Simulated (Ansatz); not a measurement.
**GaP: geometry relaxation**

GaP (F-43m, 2 atoms in the cell), computed with DFT, PBEsol, PAW with Ansatz's default frozen-core files, scalar-relativistic, no spin polarisation (Ansatz 0.2.0).

The structure was built on a prototype by a generator; it need not be a known phase. It belongs to a series of runs on one base structure; here: cell relaxed at zero pressure.

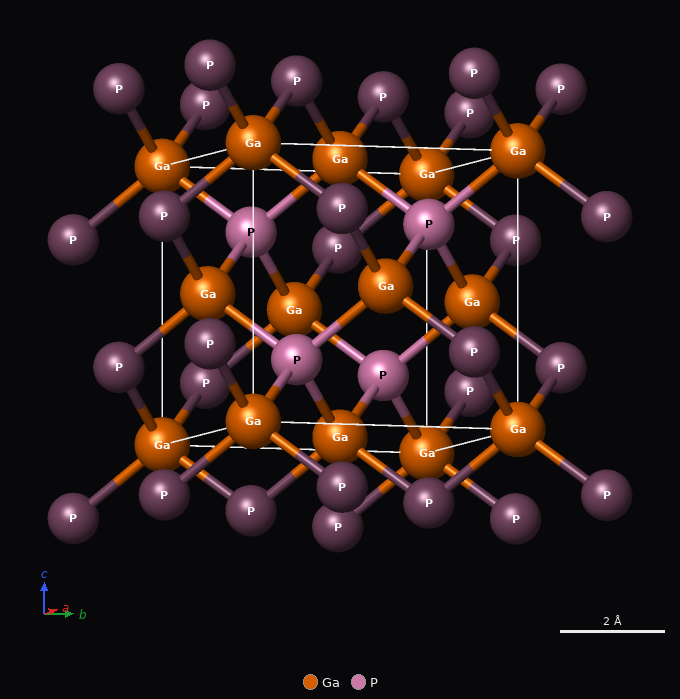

*The starting structure (ball-and-stick view of the cell 4 times as large as that of the calculation, set on its symmetry axes, seen at an oblique angle; neighbours outside the cell are drawn fainter). An atom can appear more than once, as a periodic image.*

Near neighbours in the periodic cell (some may lie outside the picture): Ga has 4 P at 2.35 Å; P has 4 Ga at 2.35 Å.

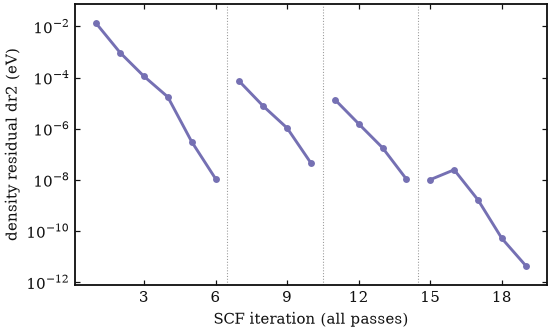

*Convergence of the self-consistent field: density residual dr2 against the SCF iteration. The dotted lines part the SCF passes of the relaxation: geometry steps, rejected trials and re-solves on a re-selected basis.*

The passes take 6, 4, 4 and 5 iterations.

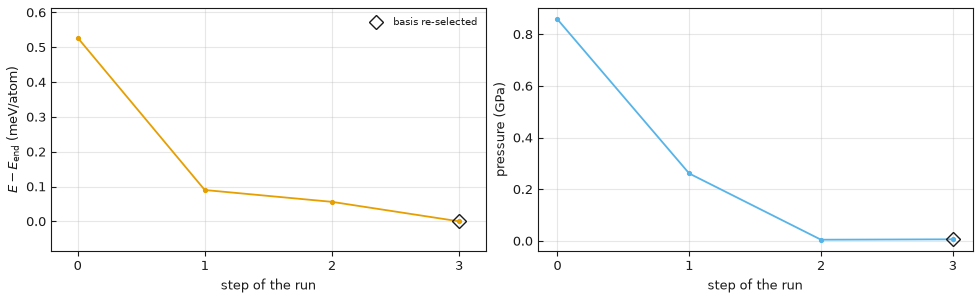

*Progress of the relaxation, step by step (the first geometry is step 0 here and step 1 in the log).*

After 2 geometry steps the energy has fallen by 0.5 meV per atom. All forces vanish by symmetry, so only the cell relaxes. The pressure goes from 0.86 to 0.01 GPa. No atom moves by more than 0.005 Å relative to the cell. The volume changes by +1.0 %, with a = b = c 5.421 → 5.438 Å (+0.3 %). Distances before and after: Ga1–P2 2.347 → 2.355 Å. The space group stays F-43m (No. 216). A last SCF at the same geometry on a re-selected plane-wave basis shifts the energy by −0.1 meV per atom. (Atoms are counted from 1 in the order of the input.)

The input that produced these results follows, with the program's output.

Input file
```yaml
crystal:
  lattice:
    - [0.0, 2.7103316823, 2.7103316823]
    - [2.7103316823, 0.0, 2.7103316823]
    - [2.7103316823, 2.7103316823, 0.0]
  atoms:
    - { symbol: Ga, position: [0.0, 0.0, 0.0] }
    - { symbol: P, position: [0.25, 0.25, 0.25] }
kpoints:
  mp_grid: { grid: [12, 12, 12] }
scf:
  occupations: { method: fermi_dirac, width: 0.05 }
hamiltonian:
  xc: pbesol
  pseudopotentials: { kind: paw }
output:
  forces: true
  stress: true
relax:
  f_tol: 0.005
  max_steps: 40
  cell: {}
```

Run as:
```bash
ansatz run input.yaml --threads 1 --pin off --max-ram 2048MiB --backend cpu --events-out ev --progress --plain --runs-dir out
```

What the program printed
```
Engine: ansatz 0.2.0, aarch64-unknown-linux-gnu
Pseudopotentials: kind: paw
Pseudopotential: Ga, paw, valence charge 13, recommended cutoff 420 eV (normal), Ga.paw.azcp
Pseudopotential: P, paw, valence charge 5, recommended cutoff 420 eV (normal), P.paw.azcp
Functional definition: PBEsol
  exchange = pbesol_x
  correlation = pbesol_c
Crystal: 2 atoms, lattice volume = 39.820 Å³
Basis set: ecut = 420 eV, 749 PW (Γ), exchange–correlation on 54×54×54 points (8 copies of the dense FFT grid, shifted against one another)
Bands: 13, of which v1, the nominal top of the filled ones, is band 9 counted from 1 (8 counted from 0)
Symmetry: 24 space group operations
Space group: F-43m (ITA 216), of the structure as read, at distance tolerance 3.4e-5 Å
k-points: 72 of 1728 (time reversal used)
Non-local potential: Ga, projectors of the file, l = 0: 2, l = 1: 2, l = 2: 3, l = 3: 1
Non-local potential: P, projectors of the file, l = 0: 2, l = 1: 2, l = 2: 2
PAW form: soft (Blöchl's): semilocal exchange-correlation on the pseudo side does not see the compensation charge
PAW frozen core: Ga, regenerated for the run's functional, and the local potential with it (the file was generated under x = pbe(κ = 0.804, μ = 0.2195149727645171), c = pbe(β = 0.06672455060314922))
PAW frozen core: P, regenerated for the run's functional, and the local potential with it (the file was generated under x = pbe(κ = 0.804, μ = 0.2195149727645171), c = pbe(β = 0.06672455060314922))
PAW one-centre angular grid: Ga, 590 points (default); XC on 64 Gauss nodes
PAW one-centre angular grid: P, 110 points (default); XC on 64 Gauss nodes
Initial density: superposition of atomic densities (neutral atoms: chi_scale 0, normalization atom), corrected by the library's trained network
Initial wavefunctions: pseudopotential atomic-orbital guess
Functional: x = pbesol(κ = 0.804, μ = 0.12345679012345678), c = pbesol(β = 0.046)
SCF iter   1: F=—  HF=-4484.061504 eV  |F-HF|=—  |Δ(HF+E_count)|=         —  Δρ=4.56e-3  dr2=1.32e-2  ethr=1.77e-3  ⟨swp⟩=6.3  Hψ=6258  notcnv=0
preconditioner: auto → none  [insulator: Δε(μ)=1.379 eV  Ē_g=15.505 eV  σ=0.050 eV  W_gap=1.00  n_scr=14 (ndim 8)  ℏωp=25.0 eV  f_vac=0.011  D(μ)=0.00/eV (n_scr^D=0)  ε∞_Penn≈3.6]
SCF iter   2: F=—  HF=-4484.056526 eV  |F-HF|=—  |Δ(HF+E_count)|=   4.98e-3  Δρ=1.76e-3  dr2=9.52e-4  ethr=7.36e-5  ⟨swp⟩=2.2  Hψ=2053  notcnv=0
SCF iter   3: F=—  HF=-4484.056361 eV  |F-HF|=—  |Δ(HF+E_count)|=   1.65e-4  Δρ=5.09e-4  dr2=1.13e-4  ethr=5.29e-6  ⟨swp⟩=2.0  Hψ=1598  notcnv=0
SCF iter   4: F=—  HF=-4484.056331 eV  |F-HF|=—  |Δ(HF+E_count)|=   2.97e-5  Δρ=2.59e-4  dr2=1.76e-5  ethr=6.30e-7  ⟨swp⟩=2.0  Hψ=1584  notcnv=0
SCF iter   5: F=—  HF=-4484.056337 eV  |F-HF|=—  |Δ(HF+E_count)|=   5.42e-6  Δρ=3.88e-5  dr2=3.13e-7  ethr=9.79e-8  ⟨swp⟩=2.0  Hψ=1160  notcnv=0
SCF iter   6: F=-4484.056337 eV  HF=-4484.056337 eV  |F-HF|=1.08e-8  |Δ(HF+E_count)|=   3.43e-7  Δρ=7.48e-6  dr2=1.12e-8  ethr=5.56e-10  ⟨swp⟩=5.0  Hψ=3335  notcnv=0
SCF 1 converged in 6 iterations: F = -4484.056337 eV  dr2 = 1.12e-8
  greatest PAW one-centre occupation: 0.994 electrons in one spin orbital (limit 2), on the Ga atom at site 0 (counted from 0), in its partial waves of l = 2
relax step   1: F+E_penalty+E_count = -4484.05633695 eV  Δ(F+E_penalty+E_count) = +0.000e0 eV  max|allowed force component| = 2.498e-16 eV/Å  Δτ_max = 0.0000 Å  P = +0.858 GPa  Ω = 39.820 Å³  (6 SCF iters, dr2 threshold 1.00e-7 eV, accepted)
Crystal: 2 atoms, lattice volume = 40.092 Å³
Initial density: handed on by an earlier stage of this run
Initial wavefunctions: those handed on with the density
iter 1 solved again at ethr=3.70e-7 eV; its pass at ethr=3.10e-3 eV (dr2=6.66e-5 eV) is discarded
SCF iter   1: F=—  HF=-4484.057229 eV  |F-HF|=—  |Δ(HF+E_count)|=         —  Δρ=3.60e-4  dr2=7.14e-5  ethr=3.70e-7  ⟨swp⟩=2.4  Hψ=6453  notcnv=0
preconditioner: auto → none  [insulator: Δε(μ)=1.448 eV  Ē_g=15.488 eV  σ=0.050 eV  W_gap=1.00  n_scr=14 (ndim 8)  ℏωp=24.9 eV  f_vac=0.005  D(μ)=0.00/eV (n_scr^D=0)  ε∞_Penn≈3.6]
SCF iter   2: F=—  HF=-4484.057213 eV  |F-HF|=—  |Δ(HF+E_count)|=   1.68e-5  Δρ=1.38e-4  dr2=7.67e-6  ethr=3.70e-7  ⟨swp⟩=2.0  Hψ=1198  notcnv=0
SCF iter   3: F=—  HF=-4484.057213 eV  |F-HF|=—  |Δ(HF+E_count)|=   1.43e-7  Δρ=5.53e-5  dr2=1.07e-6  ethr=4.26e-8  ⟨swp⟩=2.7  Hψ=1625  notcnv=0
SCF iter   4: F=-4484.057212 eV  HF=-4484.057212 eV  |F-HF|=7.46e-8  |Δ(HF+E_count)|=   5.81e-8  Δρ=1.33e-5  dr2=4.54e-8  ethr=1.11e-9  ⟨swp⟩=5.0  Hψ=3505  notcnv=0
SCF 2 converged in 4 iterations: F = -4484.057212 eV  dr2 = 4.54e-8
relax step   2: F+E_penalty+E_count = -4484.05721238 eV  Δ(F+E_penalty+E_count) = -8.754e-4 eV  max|allowed force component| = 6.765e-17 eV/Å  Δτ_max = 0.0000 Å  P = +0.261 GPa  Ω = 40.092 Å³  energy of the carried Pulay correction = -7.200e-5 eV  (4 SCF iters, dr2 threshold 2.00e-7 eV, accepted)
Crystal: 2 atoms, lattice volume = 40.212 Å³
iter 1 solved again at ethr=7.22e-8 eV; its pass at ethr=3.10e-3 eV (dr2=1.30e-5 eV) is discarded
SCF iter   1: F=—  HF=-4484.057284 eV  |F-HF|=—  |Δ(HF+E_count)|=         —  Δρ=1.57e-4  dr2=1.39e-5  ethr=7.22e-8  ⟨swp⟩=2.4  Hψ=6468  notcnv=0
preconditioner: auto → none  [insulator: Δε(μ)=1.455 eV  Ē_g=15.474 eV  σ=0.050 eV  W_gap=1.00  n_scr=14 (ndim 8)  ℏωp=24.8 eV  f_vac=0.005  D(μ)=0.00/eV (n_scr^D=0)  ε∞_Penn≈3.6]
SCF iter   2: F=—  HF=-4484.057280 eV  |F-HF|=—  |Δ(HF+E_count)|=   3.20e-6  Δρ=6.38e-5  dr2=1.56e-6  ethr=7.22e-8  ⟨swp⟩=2.0  Hψ=1192  notcnv=0
SCF iter   3: F=—  HF=-4484.057280 eV  |F-HF|=—  |Δ(HF+E_count)|=   7.02e-8  Δρ=2.16e-5  dr2=1.80e-7  ethr=8.67e-9  ⟨swp⟩=2.2  Hψ=1395  notcnv=0
SCF iter   4: F=-4484.057280 eV  HF=-4484.057280 eV  |F-HF|=2.01e-8  |Δ(HF+E_count)|=   1.43e-8  Δρ=6.31e-6  dr2=1.07e-8  ethr=9.47e-10  ⟨swp⟩=5.0  Hψ=3325  notcnv=0
SCF 3 converged in 4 iterations: F = -4484.057280 eV  dr2 = 1.07e-8
relax step   3: F+E_penalty+E_count = -4484.05728047 eV  Δ(F+E_penalty+E_count) = -6.809e-5 eV  max|allowed force component| = 7.864e-17 eV/Å  Δτ_max = 0.0000 Å  P = +0.005 GPa  Ω = 40.212 Å³  energy of the carried Pulay correction = -1.037e-4 eV  (4 SCF iters, dr2 threshold 1.70e-7 eV, accepted)
Initial wavefunctions: pseudopotential atomic-orbital guess (no wavefunctions were taken with the density)
iter 1 solved again at ethr=1.28e-6 eV; its pass at ethr=3.10e-3 eV (dr2=2.30e-4 eV) is discarded
SCF iter   1: F=—  HF=-4484.057393 eV  |F-HF|=—  |Δ(HF+E_count)|=         —  Δρ=1.03e-5  dr2=1.02e-8  ethr=1.28e-6  ⟨swp⟩=3.0  Hψ=8470  notcnv=0
eigensolver tolerance schedule: the retry pair's looser diagonalisation over-reported the residual by 22652.76 of it (diagonalisation noise at an unbounded share of the residual, at the tolerance the schedule requests for it); recorded, not acted on — ethr = c·dr2/N_el stays at c = 1.0e-1
preconditioner: auto → none  [insulator: Δε(μ)=1.457 eV  Ē_g=15.474 eV  σ=0.050 eV  W_gap=1.00  n_scr=14 (ndim 8)  ℏωp=24.8 eV  f_vac=0.005  D(μ)=0.00/eV (n_scr^D=0)  ε∞_Penn≈3.6]
SCF iter   2: F=—  HF=-4484.057392 eV  |F-HF|=—  |Δ(HF+E_count)|=   1.55e-6  Δρ=1.13e-5  dr2=2.48e-8  ethr=5.65e-11  ⟨swp⟩=3.7  Hψ=2308  notcnv=0
SCF iter   3: F=—  HF=-4484.057392 eV  |F-HF|=—  |Δ(HF+E_count)|=  4.11e-10  Δρ=3.42e-6  dr2=1.65e-9  ethr=5.65e-11  ⟨swp⟩=2.0  Hψ=1634  notcnv=0
SCF iter   4: F=—  HF=-4484.057392 eV  |F-HF|=—  |Δ(HF+E_count)|=   1.15e-9  Δρ=3.10e-7  dr2=5.14e-11  ethr=9.19e-12  ⟨swp⟩=2.0  Hψ=1607  notcnv=0
SCF iter   5: F=-4484.057392 eV  HF=-4484.057392 eV  |F-HF|=0.00e0  |Δ(HF+E_count)|=  1.82e-12  Δρ=1.13e-7  dr2=4.43e-12  ethr=1.00e-12  ⟨swp⟩=6.2  Hψ=3849  notcnv=0
SCF 4 converged in 5 iterations: F = -4484.057392 eV  dr2 = 4.43e-12
relax step   4: F+E_penalty+E_count = -4484.05739171 eV  Δ(F+E_penalty+E_count) = -1.112e-4 eV  max|allowed force component| = 6.014e-17 eV/Å  Δτ_max = 0.0000 Å  P = +0.006 GPa  Ω = 40.212 Å³  stress off target by 6.22e-3 GPa  SCF on the basis re-selected at this cell (its energy is not comparable with the rows above)  (5 SCF iters)
basis re-selected at this cell: Δ(F+E_penalty+E_count) = -1.112e-4 eV, ΔP = +0.001 GPa vs the last step (what re-selecting the basis moved, of the pressure what is left beyond the Pulay correction that the steps carried, after the strain that the cell walked since its last selection, with what the two solves' SCF thresholds leave and, on support functions, any second-order correction that the steps lacked; it is no measure of the basis error at this ecutwfc). This SCF's stress stands 6.22e-3 GPa from its target on what of the cell is left free (relax.cell.stress_tol is 5.00e-2 GPa) and its largest allowed force component is 6.01e-17 eV/Å (relax.f_tol is 5.00e-3 eV/Å): within both
SCF converged after 5 iterations
Free energy (F): -4484.057392 eV
Harris-Foulkes:  -4484.057392 eV  (|F-HF|=0.00e0)
Internal energy: -4484.057392 eV  (E = F + TS)
E sigma→0 (E₀):  -4484.057392 eV
Fermi energy:    7.797645 eV
--- Per-component energies (eV) ---
  E_band       = -59.093536
  E_kinetic    = 186.285305
  E_local      = -2197.266241  (includes V_loc(G=0)·N_el)
  E_nonlocal   = 460.085172
  E_hartree    = 1014.872553
  E_xc         = -129.762087
  E_vxc        = -119.127690  (∫ρ·V_xc dr)
  E_paw        = -2503.617385  (= ΣΔE_a)
  E_vpaw       = -418.815143  (= ΣTr[D̂ρ^β])
  E_aug_tail   = -0.000101  (compensation charges beyond the density's cutoff)
  E_ewald      = -1315.563680
  E_core_change = 0.909074  (= ΣΔE_core)
  E_smearing   = -0.000000  (= −TS)
  E_closure    = -0.000000  (closes the sum)
  Σ components = -4484.057392   (vs F -4484.057392, Δ=0.00e0)
--- Forces (eV/Å), atoms counted from 1 ---
  atom   1  Ga    -0.00000000     0.00000000    -0.00000000
  atom   2  P     -0.00000000    -0.00000000     0.00000000
  max |Σ_I F_I| component: 1.39e-16 eV/Å
--- Stress (GPa, compression-positive) ---
        0.006223      -0.000000      -0.000000
       -0.000000       0.006223       0.000000
       -0.000000       0.000000       0.006223
  P = ⅓ Tr σ = 0.0062 GPa (0.062 kbar)
--- Relaxed structure (3 steps of the walk, 3 accepted, 1 SCFs on fresh bases) ---
  F+E_penalty+E_count = -4484.05739171 eV   max|allowed force component| = 6.014e-17 eV/Å   (the final SCF, on the basis selected at the relaxed cell)
  cell:  # Å, volume = 40.2120 Å³
    - [-3.0572232197373547e-34, 2.719203705751234, 2.719203705751234]
    - [2.719203705751234, 3.999867045823038e-33, 2.719203705751234]
    - [2.719203705751234, 2.719203705751234, 3.8724827450006484e-33]
  atoms:
    - { symbol: Ga, position: [-7.165098549645001e-34, 7.046667168659133e-34, 9.060000645418885e-34] }
    - { symbol: P, position: [0.25, 0.25, 0.25] }
```

Trajectory as extended XYZ (Å, eV, eV/Å), 4 frames, from step=1 to step=4
```
2
Lattice="0.0000 2.7103 2.7103 2.7103 0.0000 2.7103 2.7103 2.7103 0.0000" Properties=species:S:1:pos:R:3:forces:R:3 step=1 energy=-4484.05634 pressure_GPa=0.86
Ga    0.0000    0.0000    0.0000    0.0000   0.0000   0.0000
P     1.3552    1.3552    1.3552    0.0000   0.0000   0.0000
2
Lattice="0.0000 2.7165 2.7165 2.7165 0.0000 2.7165 2.7165 2.7165 0.0000" Properties=species:S:1:pos:R:3:forces:R:3 step=2 energy=-4484.05721 pressure_GPa=0.26
Ga    0.0000    0.0000    0.0000    0.0000   0.0000   0.0000
P     1.3582    1.3582    1.3582    0.0000   0.0000   0.0000
2
Lattice="0.0000 2.7192 2.7192 2.7192 0.0000 2.7192 2.7192 2.7192 0.0000" Properties=species:S:1:pos:R:3:forces:R:3 step=3 energy=-4484.05728 pressure_GPa=0.00
Ga    0.0000    0.0000    0.0000    0.0000   0.0000   0.0000
P     1.3596    1.3596    1.3596    0.0000   0.0000   0.0000
2
Lattice="0.0000 2.7192 2.7192 2.7192 0.0000 2.7192 2.7192 2.7192 0.0000" Properties=species:S:1:pos:R:3:forces:R:3 step=4 energy=-4484.05739 pressure_GPa=0.01
Ga    0.0000    0.0000    0.0000    0.0000   0.0000   0.0000
P     1.3596    1.3596    1.3596    0.0000   0.0000   0.0000
```

Summary

```json
{"quantity": "outcome", "value": "converged"}
{"quantity": "space group (tolerance 0.01 Å)", "value": "F-43m (216)"}
{"quantity": "electrons treated", "value": "18"}
{"quantity": "free energy", "value": "−4484.0574 eV"}
{"quantity": "Fermi energy", "value": "7.798 eV"}
{"quantity": "pressure", "value": "0.01 GPa"}
{"quantity": "final volume", "value": "40.21 Å³"}
{"quantity": "largest force (length of the vector) at the end", "value": "under 0.001 eV/Å"}
{"quantity": "final cell", "value": "a = 3.846 Å, b = 3.846 Å, c = 3.846 Å, α = 60.00°, β = 60.00°, γ = 60.00°"}
{"quantity": "hardware", "value": "1 thread of Arm Neoverse V1, 112 GiB of memory available, shared host"}
{"quantity": "wall time", "value": "14 s"}
{"quantity": "peak memory", "value": "0.34 GiB"}
```
